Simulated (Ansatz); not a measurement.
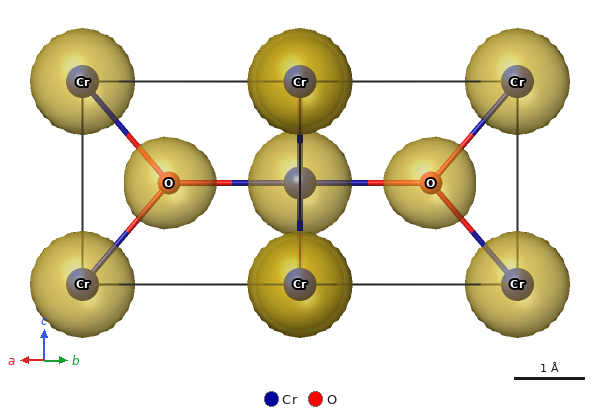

CrO2. Isosurface of the valence charge density (pseudo) at 1.5 e/Å³ (yellow), seen along [110]. Sticks mark near contacts.

Space group P4₂/mnm; not relaxed (largest force 0.4 eV/Å); computed pressure about −14 GPa in this cell; spin-polarised.

These are results of Ansatz, DFT LDA, scalar-relativistic, plane waves, PAW, not measurements.

Core electrons are frozen (PAW), and the valence fields are smoothed inside the atomic spheres.

Q: What does this surface tell about the bonding?

A: At this value the density breaks into separate islands; it holds about 65 % of the electrons treated as valence (semicore included). It bridges none of the near contacts. It is pinched off along the shortest Cr–O (1.88 Å) contacts. On the grid the lowest density along these lines, outside the cores, is 0.81 e/Å³ (Cr–O, 1.88 Å).
